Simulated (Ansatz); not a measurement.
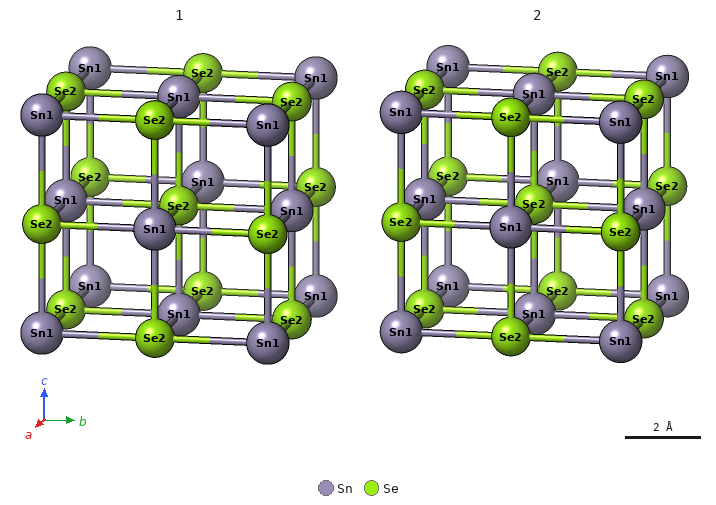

Two geometries of crystalline SnSe (built on the rocksalt type) at its r2SCAN-relaxed geometry: one is the relaxed structure, the other was perturbed away from it. A ball-and-stick model of the conventional cell (4 times the calculation's cell), seen slightly off an axis. Lengths and directions refer to the drawn axes.

The calculation used Ansatz 0.2.0, DFT, r2SCAN, plane waves, PAW. (plane-wave cutoff 500 eV; k-point mesh 8 × 8 × 8; occupations fermi dirac; smearing width 0.02 eV; no spin polarisation)

**Which is the distorted one, and what does the distortion cost?**

Structure 1 is the perturbed one. The cell is strained by −0.6 % along c and +3.0 % across it (volume +5.5 %). The atoms and the free axis were relaxed with r2SCAN under that strain, and this is a single point on that geometry. Near-neighbour distances before and after: Se–Sn 3.002 → 2.985 to 3.092 Å. The space group (tolerance 0.01 Å) goes from Fm-3m (No. 225) to I4/mmm (No. 139). Energy change: +17.5 meV per atom. The pressure goes from 0.3 to −2.1 GPa. The principal stresses (compression positive) are 0.3 GPa along c and −3.4 GPa across it. All forces vanish by symmetry.
